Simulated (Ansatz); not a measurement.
Geometry relaxation of SiC (part 2 of 3)

Continued. System: SiC (slab, 20 atoms in the cell). Method: DFT r2SCAN, scalar-relativistic, plane waves, PAW, no spin polarisation (Ansatz 0.2.0); cutoff 500 eV, 5×6×1 k-mesh, Gaussian smearing of 0.05 eV. The structure derives from an entry of the Crystallography Open Database. The input holds or restrains some coordinates. Forces given for the steps count only the free coordinates. It belongs to a series of runs on one base structure; here: lower part held, upper part relaxed from the bulk's places.

Geometry of the input (Å; fractional positions):
```
6.1607  0.0000  0.0000
0.0000  4.3563  0.0000
0.0000  0.0000  21.1607
Si 0.2500  0.5000  0.3544
Si 0.7500  0.5000  0.3544
C  0.5000  0.2500  0.3544
C  0.0000  0.2500  0.3544
Si 0.5000  0.0000  0.4272
Si 0.0000  0.0000  0.4272
C  0.7500  0.7500  0.4272
C  0.2500  0.7500  0.4272
Si 0.7500  0.5000  0.5000
Si 0.2500  0.5000  0.5000
C  0.0000  0.2500  0.5000
C  0.5000  0.2500  0.5000
Si 0.0000  0.0000  0.5728
Si 0.5000  0.0000  0.5728
C  0.2500  0.7500  0.5728
C  0.7500  0.7500  0.5728
Si 0.2500  0.5000  0.6456
Si 0.7500  0.5000  0.6456
C  0.5000  0.2500  0.6456
C  0.0000  0.2500  0.6456
```

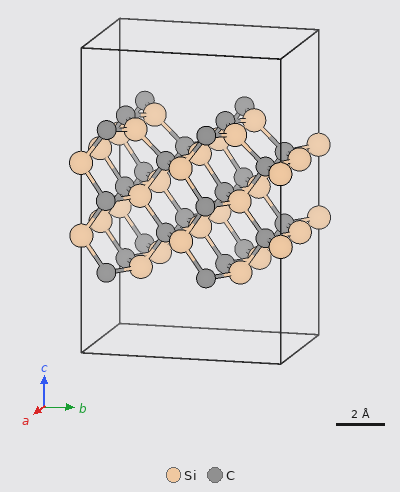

**Figure 1.** The geometry at step 5 of the log (ball-and-stick view of the 1 × 2 repeat of the cell, with the vacuum cut short, seen slightly off an axis).

**Output, continued**
```
SCF iter   1: F=—  HF=-8901.075227 eV  |F-HF|=—  |Δ(HF+E_count)|=         —  Δρ=7.67e-3  dr2=3.86e-1  dr2_τ=1.59e-1  ethr=4.96e-4  p=-0.012 e·Å  D=-3.82e-3 V/Å  ΔV_dip=0.08 eV  dr2_dipole=2.15e-2  V_vac-E_F(+/−)=5.16/5.08 eV  ⟨swp⟩=1.9  Hψ=3311  notcnv=0  defer=173
efield: sawtooth ramp at fractional position 0.9800 (handed on by an earlier solve), width 0.0400; the density the first Hamiltonian is built on has a dipole p = -0.012 e·Å; the dipole correction subtracts the counter field D = -3.82e-3 V/Å, which shifts the + side's vacuum level by +0.08 eV against the − side's; the planar-averaged density in the ramp window peaks in size at 2.0e-7 e/Å³
preconditioner: auto → Resta (q_TF=auto, 1.968 Å⁻¹)  ε∞=2.5  [insulator: Δε(μ)=0.167 eV  Ē_g=11.398 eV  σ=0.050 eV  W_gap=0.98  n_scr=72 (ndim 8)  ℏωp=13.9 eV  f_vac=0.541  D(μ)=0.15/eV (n_scr^D=0)  ε∞_Penn≈2.5  vacuum switching on, ρ_ref=9.4e-3 e/Å³]
SCF iter   2: F=—  HF=-8901.106961 eV  |F-HF|=—  |Δ(HF+E_count)|=   3.17e-2  Δρ=3.64e-3  dr2=1.38e-1  dr2_τ=6.10e-3  ethr=4.82e-4  p=-0.087 e·Å  D=-2.76e-2 V/Å  ΔV_dip=0.58 eV  dr2_dipole=4.37e-2  V_vac-E_F(+/−)=5.52/4.94 eV  ⟨swp⟩=3.2  Hψ=1057  notcnv=0  defer=173
preconditioner: auto → LDOS  [insulator: Δε(μ)=0.118 eV  Ē_g=11.395 eV  σ=0.050 eV  W_gap=0.63  n_scr=72 (ndim 8)  ℏωp=13.9 eV  f_vac=0.540  D(μ)=2.38/eV (n_scr^D=4)  ε∞_Penn≈2.5  β→1.0]
SCF iter   3: F=—  HF=-8901.111333 eV  |F-HF|=—  |Δ(HF+E_count)|=   4.37e-3  Δρ=1.27e-3  dr2=1.69e-2  dr2_τ=3.30e-4  ethr=1.73e-4  p=-0.066 e·Å  D=-2.09e-2 V/Å  ΔV_dip=0.44 eV  dr2_dipole=3.26e-3  V_vac-E_F(+/−)=5.44/5.00 eV  ⟨swp⟩=2.8  Hψ=1289  notcnv=0  defer=178
SCF iter   4: F=—  HF=-8901.112230 eV  |F-HF|=—  |Δ(HF+E_count)|=   8.97e-4  Δρ=4.20e-4  dr2=1.95e-3  dr2_τ=1.28e-4  ethr=2.11e-5  p=-0.065 e·Å  D=-2.08e-2 V/Å  ΔV_dip=0.44 eV  dr2_dipole=5.18e-4  V_vac-E_F(+/−)=5.45/5.01 eV  ⟨swp⟩=2.0  Hψ=960  notcnv=0  defer=178
SCF iter   5: F=—  HF=-8901.112324 eV  |F-HF|=—  |Δ(HF+E_count)|=   9.34e-5  Δρ=1.58e-4  dr2=3.18e-4  dr2_τ=2.22e-5  ethr=2.44e-6  p=-0.060 e·Å  D=-1.92e-2 V/Å  ΔV_dip=0.41 eV  dr2_dipole=1.62e-5  V_vac-E_F(+/−)=5.43/5.02 eV  ⟨swp⟩=2.4  Hψ=1053  notcnv=0  defer=178
SCF iter   6: F=-8901.112270 eV  HF=-8901.112282 eV  |F-HF|=1.29e-5  |Δ(HF+E_count)|=   4.12e-5  Δρ=4.22e-5  dr2=1.91e-5  dr2_τ=9.84e-7  ethr=1.25e-7  p=-0.060 e·Å  D=-1.92e-2 V/Å  ΔV_dip=0.41 eV  dr2_dipole=5.12e-6  V_vac-E_F(+/−)=5.43/5.02 eV  ⟨swp⟩=22.7  Hψ=6074  notcnv=0
SCF 3 converged in 6 iterations: F = -8901.112270 eV  dr2 = 1.91e-5
  greatest PAW one-centre occupation: 0.672 electrons in one spin orbital (limit 2), on the C atom at site 19 (counted from 0), in its partial waves of l = 0
relax step   3: F+E_penalty+E_count = -8901.11226953 eV  Δ(F+E_penalty+E_count) = -3.190e-1 eV  max|allowed force component| = 5.707e-1 eV/Å  Δτ_max = 0.1977 Å  (6 SCF iters, dr2 threshold 1.00e-4 eV, accepted)
SCF iter   1: F=—  HF=-8901.154604 eV  |F-HF|=—  |Δ(HF+E_count)|=         —  Δρ=3.28e-3  dr2=6.95e-2  dr2_τ=6.63e-2  ethr=8.43e-4  p=-0.060 e·Å  D=-1.92e-2 V/Å  ΔV_dip=0.41 eV  dr2_dipole=6.14e-3  V_vac-E_F(+/−)=5.41/5.00 eV  ⟨swp⟩=4.2  Hψ=1607  notcnv=0  defer=175
efield: sawtooth ramp at fractional position 0.9800 (handed on by an earlier solve), width 0.0400; the density the first Hamiltonian is built on has a dipole p = -0.060 e·Å; the dipole correction subtracts the counter field D = -1.92e-2 V/Å, which shifts the + side's vacuum level by +0.41 eV against the − side's; the planar-averaged density in the ramp window peaks in size at 1.8e-7 e/Å³
preconditioner: auto → LDOS  [insulator: Δε(μ)=0.087 eV  Ē_g=11.376 eV  σ=0.050 eV  W_gap=0.77  n_scr=72 (ndim 8)  ℏωp=13.9 eV  f_vac=0.537  D(μ)=1.03/eV (n_scr^D=2)  ε∞_Penn≈2.5  β→1.0]
SCF iter   2: F=—  HF=-8901.163219 eV  |F-HF|=—  |Δ(HF+E_count)|=   8.61e-3  Δρ=1.41e-3  dr2=1.72e-2  dr2_τ=3.95e-4  ethr=8.68e-5  p=-0.035 e·Å  D=-1.12e-2 V/Å  ΔV_dip=0.24 eV  dr2_dipole=6.34e-4  V_vac-E_F(+/−)=5.25/5.01 eV  ⟨swp⟩=3.1  Hψ=1553  notcnv=0  defer=173
SCF iter   3: F=—  HF=-8901.158094 eV  |F-HF|=—  |Δ(HF+E_count)|=   5.13e-3  Δρ=3.48e-4  dr2=2.20e-3  dr2_τ=6.38e-5  ethr=2.15e-5  p=-0.036 e·Å  D=-1.14e-2 V/Å  ΔV_dip=0.24 eV  dr2_dipole=4.53e-4  V_vac-E_F(+/−)=5.26/5.02 eV  ⟨swp⟩=2.0  Hψ=1043  notcnv=0  defer=173
SCF iter   4: F=—  HF=-8901.157777 eV  |F-HF|=—  |Δ(HF+E_count)|=   3.17e-4  Δρ=1.61e-4  dr2=4.94e-4  dr2_τ=9.12e-6  ethr=2.75e-6  p=-0.031 e·Å  D=-9.76e-3 V/Å  ΔV_dip=0.21 eV  dr2_dipole=4.38e-5  V_vac-E_F(+/−)=5.23/5.03 eV  ⟨swp⟩=2.7  Hψ=1118  notcnv=0  defer=173
SCF iter   5: F=—  HF=-8901.157687 eV  |F-HF|=—  |Δ(HF+E_count)|=   8.97e-5  Δρ=5.09e-5  dr2=4.81e-5  dr2_τ=4.98e-7  ethr=6.17e-7  p=-0.030 e·Å  D=-9.71e-3 V/Å  ΔV_dip=0.21 eV  dr2_dipole=1.95e-5  V_vac-E_F(+/−)=5.24/5.03 eV  ⟨swp⟩=2.2  Hψ=971  notcnv=0  defer=173
SCF iter   6: F=-8901.157671 eV  HF=-8901.157682 eV  |F-HF|=1.12e-5  |Δ(HF+E_count)|=   4.80e-6  Δρ=2.05e-5  dr2=1.19e-5  dr2_τ=2.62e-7  ethr=4.34e-8  p=-0.029 e·Å  D=-9.34e-3 V/Å  ΔV_dip=0.20 eV  dr2_dipole=1.15e-6  V_vac-E_F(+/−)=5.23/5.03 eV  ⟨swp⟩=22.1  Hψ=5168  notcnv=0
SCF 4 converged in 6 iterations: F = -8901.157671 eV  dr2 = 1.19e-5
  greatest PAW one-centre occupation: 0.670 electrons in one spin orbital (limit 2), on the C atom at site 19 (counted from 0), in its partial waves of l = 0
relax step   4: F+E_penalty+E_count = -8901.15767103 eV  Δ(F+E_penalty+E_count) = -4.540e-2 eV  max|allowed force component| = 1.025e-1 eV/Å  Δτ_max = 0.0595 Å  (6 SCF iters, dr2 threshold 3.47e-5 eV, accepted)
SCF iter   1: F=—  HF=-8901.159356 eV  |F-HF|=—  |Δ(HF+E_count)|=         —  Δρ=5.13e-4  dr2=1.61e-3  dr2_τ=1.25e-3  ethr=1.71e-5  p=-0.029 e·Å  D=-9.34e-3 V/Å  ΔV_dip=0.20 eV  dr2_dipole=2.73e-5  V_vac-E_F(+/−)=5.23/5.03 eV  ⟨swp⟩=2.4  Hψ=1471  notcnv=0  defer=172
efield: sawtooth ramp at fractional position 0.9800 (handed on by an earlier solve), width 0.0400; the density the first Hamiltonian is built on has a dipole p = -0.029 e·Å; the dipole correction subtracts the counter field D = -9.34e-3 V/Å, which shifts the + side's vacuum level by +0.20 eV against the − side's; the planar-averaged density in the ramp window peaks in size at 1.1e-7 e/Å³
preconditioner: auto → LDOS  [insulator: Δε(μ)=0.121 eV  Ē_g=11.360 eV  σ=0.050 eV  W_gap=0.91  n_scr=72 (ndim 8)  ℏωp=13.9 eV  f_vac=0.538  D(μ)=0.52/eV (n_scr^D=2)  ε∞_Penn≈2.5  β→1.0]
SCF iter   2: F=—  HF=-8901.159428 eV  |F-HF|=—  |Δ(HF+E_count)|=   7.19e-5  Δρ=2.96e-4  dr2=1.05e-3  dr2_τ=3.10e-5  ethr=2.01e-6  p=-0.021 e·Å  D=-6.81e-3 V/Å  ΔV_dip=0.14 eV  dr2_dipole=2.56e-5  V_vac-E_F(+/−)=5.18/5.03 eV  ⟨swp⟩=3.7  Hψ=1689  notcnv=0  defer=172
SCF iter   3: F=—  HF=-8901.159096 eV  |F-HF|=—  |Δ(HF+E_count)|=   3.32e-4  Δρ=5.74e-5  dr2=4.11e-5  dr2_τ=8.14e-7  ethr=1.31e-6  p=-0.026 e·Å  D=-8.28e-3 V/Å  ΔV_dip=0.18 eV  dr2_dipole=2.12e-6  V_vac-E_F(+/−)=5.21/5.03 eV  ⟨swp⟩=2.0  Hψ=966  notcnv=0  defer=172
SCF iter   4: F=—  HF=-8901.159102 eV  |F-HF|=—  |Δ(HF+E_count)|=   6.11e-6  Δρ=1.86e-5  dr2=4.98e-6  dr2_τ=9.67e-8  ethr=5.14e-8  p=-0.025 e·Å  D=-8.02e-3 V/Å  ΔV_dip=0.17 eV  dr2_dipole=1.47e-9  V_vac-E_F(+/−)=5.20/5.03 eV  ⟨swp⟩=2.9  Hψ=1057  notcnv=0  defer=172
SCF iter   5: F=-8901.159102 eV  HF=-8901.159102 eV  |F-HF|=1.62e-7  |Δ(HF+E_count)|=   6.35e-7  Δρ=5.04e-6  dr2=2.53e-7  dr2_τ=1.88e-8  ethr=8.21e-10  p=-0.025 e·Å  D=-8.04e-3 V/Å  ΔV_dip=0.17 eV  dr2_dipole=1.18e-8  V_vac-E_F(+/−)=5.20/5.03 eV  ⟨swp⟩=16.8  Hψ=5030  notcnv=0
SCF 5 converged in 5 iterations: F = -8901.159102 eV  dr2 = 2.53e-7
relax step   5: F+E_penalty+E_count = -8901.15910159 eV  Δ(F+E_penalty+E_count) = -1.431e-3 eV  max|allowed force component| = 1.301e-2 eV/Å  Δτ_max = 0.0076 Å  (5 SCF iters, dr2 threshold 6.57e-7 eV, accepted)
iter 1 solved again at ethr=3.19e-10 eV; its pass at ethr=3.10e-3 eV (dr2=2.55e-7 eV) is discarded
SCF iter   1: F=—  HF=-8901.159102 eV  |F-HF|=—  |Δ(HF+E_count)|=         —  Δρ=5.05e-6  dr2=2.55e-7  dr2_τ=1.89e-8  ethr=3.19e-10  p=-0.025 e·Å  D=-8.04e-3 V/Å  ΔV_dip=0.17 eV  dr2_dipole=1.18e-8  V_vac-E_F(+/−)=5.20/5.03 eV  ⟨swp⟩=1.0  Hψ=1752  notcnv=0
efield: sawtooth ramp at fractional position 0.9800 (handed on by an earlier solve), width 0.0400; the density the first Hamiltonian is built on has a dipole p = -0.025 e·Å; the dipole correction subtracts the counter field D = -8.04e-3 V/Å, which shifts the + side's vacuum level by +0.17 eV against the − side's; the planar-averaged density in the ramp window peaks in size at 5.6e-8 e/Å³
preconditioner: auto → LDOS  [insulator: Δε(μ)=0.120 eV  Ē_g=11.357 eV  σ=0.050 eV  W_gap=0.90  n_scr=72 (ndim 8)  ℏωp=13.9 eV  f_vac=0.538  D(μ)=0.53/eV (n_scr^D=2)  ε∞_Penn≈2.5  β→1.0]
SCF iter   2: F=—  HF=-8901.159102 eV  |F-HF|=—  |Δ(HF+E_count)|=   9.80e-8  Δρ=5.40e-6  dr2=4.90e-7  dr2_τ=1.86e-8  ethr=3.19e-10  p=-0.025 e·Å  D=-8.02e-3 V/Å  ΔV_dip=0.17 eV  dr2_dipole=3.88e-10  V_vac-E_F(+/−)=5.20/5.03 eV  ⟨swp⟩=3.4  Hψ=1374  notcnv=0
SCF iter   3: F=-8901.159102 eV  HF=-8901.159102 eV  |F-HF|=4.17e-9  |Δ(HF+E_count)|=   1.05e-7  Δρ=8.54e-7  dr2=7.55e-9  dr2_τ=2.29e-10  ethr=1.25e-10  p=-0.025 e·Å  D=-8.03e-3 V/Å  ΔV_dip=0.17 eV  dr2_dipole=1.95e-9  V_vac-E_F(+/−)=5.20/5.03 eV  ⟨swp⟩=8.5  Hψ=3518  notcnv=0
SCF 6 converged in 3 iterations: F = -8901.159102 eV  dr2 = 7.55e-9
relax step   6: F+E_penalty+E_count = -8901.15910174 eV  Δ(F+E_penalty+E_count) = -1.513e-7 eV  max|allowed force component| = 1.312e-2 eV/Å  Δτ_max = 0.0000 Å  (3 SCF iters, accepted)
iter 1 solved again at ethr=9.61e-12 eV; its pass at ethr=3.10e-3 eV (dr2=7.68e-9 eV) is discarded
SCF iter   1: F=—  HF=-8901.159102 eV  |F-HF|=—  |Δ(HF+E_count)|=         —  Δρ=8.56e-7  dr2=7.62e-9  dr2_τ=2.31e-10  ethr=9.61e-12  p=-0.025 e·Å  D=-8.03e-3 V/Å  ΔV_dip=0.17 eV  dr2_dipole=1.95e-9  V_vac-E_F(+/−)=5.20/5.03 eV  ⟨swp⟩=1.6  Hψ=2009  notcnv=0
efield: sawtooth ramp at fractional position 0.9800 (kept from the solve that this one continues, or follows in the run), width 0.0400; the density the first Hamiltonian is built on has a dipole p = -0.025 e·Å; the dipole correction subtracts the counter field D = -8.03e-3 V/Å, which shifts the + side's vacuum level by +0.17 eV against the − side's; the planar-averaged density in the ramp window peaks in size at 5.9e-8 e/Å³
SCF iter   2: F=-8901.159102 eV  HF=-8901.159102 eV  |F-HF|=9.97e-9  |Δ(HF+E_count)|=   4.31e-9  Δρ=7.44e-7  dr2=1.17e-8  dr2_τ=3.10e-10  ethr=9.52e-12  p=-0.025 e·Å  D=-8.02e-3 V/Å  ΔV_dip=0.17 eV  dr2_dipole=4.01e-12  V_vac-E_F(+/−)=5.20/5.03 eV  ⟨swp⟩=6.8  Hψ=2835  notcnv=0
SCF 7 converged in 2 iterations: F = -8901.159102 eV  dr2 = 1.17e-8
SCF converged after 2 iterations
Free energy (F): -8901.159102 eV
Harris-Foulkes:  -8901.159102 eV  (|F-HF|=9.97e-9)
Internal energy: -8901.158439 eV  (E = F + TS)
E sigma→0 (E₀):  -8901.158770 eV
Entropy (-TS):   -0.000663 eV (-0.033 meV/atom)
Fermi energy:    0.481476 eV
Dipole field:    D = -0.008018 V/Å  (p = -0.025164 e·Å, saw-weighted, corrected)
Work function:   Φ+ = 5.2016 eV   Φ− = 5.0320 eV
Levels:          The Fermi level and band energies are counted from a zero that moves with the ramp; work functions are not
--- Per-component energies (eV) ---
  E_band       = -498.125795
  E_kinetic    = 1331.751160
  E_local      = -32265.597412  (includes V_loc(G=0)·N_el)
  E_nonlocal   = 504.194427
  E_hartree    = 15566.322848
  E_xc         = -1000.049977
  E_vxc        = -1169.414598  (∫ρ·V_xc dr)
  E_paw        = -6200.441404  (= ΣΔE_a)
  E_vpaw       = -88.436406  (= ΣTr[D̂ρ^β])
  E_aug_tail   = 0.000083  (compensation charges beyond the density's cutoff)
  E_vtau       = 56.732552  (kinetic-family band-sum trace: ∫τ·v_τ [+ j·A + Jᵃ·Aᵃ] dr)
  E_efield     = 0.000101  (sawtooth field / dipole correction)
  E_vefield    = -0.010915  (∫n·V_field dr)
  E_ewald      = 13163.673803
  E_core_change = -1.012067  (= ΣΔE_core)
  E_smearing   = -0.000663  (= −TS)
  E_closure    = 0.000000  (closes the sum)
  Σ components = -8901.159102   (vs F -8901.159102, Δ=0.00e0)
--- Forces (eV/Å), atoms counted from 1 ---
  atom   1  Si    -0.00000000    -3.24784783     1.89035107
  atom   2  Si    -0.00000000    -3.24784783     1.89035107
  atom   3  C      0.00000000     2.10406192    -0.55311328
  atom   4  C      0.00000000     2.10406192    -0.55311328
  atom   5  Si     0.00000000     0.31327619    -0.91922095
  atom   6  Si     0.00000000     0.31327619    -0.91922095
  atom   7  C      0.00000000     0.81751075    -0.41574835
  atom   8  C      0.00000000     0.81751075    -0.41574835
  atom   9  Si    -0.00000000     0.00205160    -0.00232577
  atom  10  Si    -0.00000000     0.00205160    -0.00232577
  atom  11  C      0.00000000     0.00108796     0.00629930
  atom  12  C      0.00000000     0.00108796     0.00629930
  atom  13  Si    -0.00000000    -0.00551731     0.00274299
  atom  14  Si    -0.00000000    -0.00551731     0.00274299
  atom  15  C      0.00000000     0.01313327    -0.00317796
  atom  16  C      0.00000000     0.01313327    -0.00317796
  atom  17  Si    -0.00000000    -0.00327214     0.00467023
  atom  18  Si    -0.00000000    -0.00327214     0.00467023
  atom  19  C      0.00000000     0.00553409    -0.01042667
  atom  20  C      0.00000000     0.00553409    -0.01042667
  max |Σ_I F_I| component: 1.01e-4 eV/Å
--- Band table (eV; the first three rows and the last of 12) ---
  k-point 0: bands = ["-16.3152", "-15.0542", "-13.3507", "-13.1109", "-13.0746", "-12.3968", "-11.8909", "-11.6694", "-11.2794", "-10.8336", "-8.2495", "-8.1304", "-7.4390", "-7.2105", "-7.1805", "-6.5631", "-6.5498", "-5.8987", "-5.5618", "-5.0598", "-4.9167", "-4.4842", "-4.2966", "-3.9588", "-3.6663", "-3.5926", "-3.4968", "-3.2425", "-2.9633", "-2.9016", "-2.8158", "-2.7508", "-2.7169", "-1.6738", "-0.8826", "-0.5974", "-0.4254", "-0.3221", "-0.1557", "0.2536", "0.5350", "0.6576", "1.6296", "2.1777", "2.2867", "3.4506", "3.6195", "3.7941", "4.5553", "5.0014", "5.0257", "5.7332", "5.7677", "5.7994", "6.1993", "6.2489", "6.9000", "6.9767", "7.1648", "7.3538"]
```
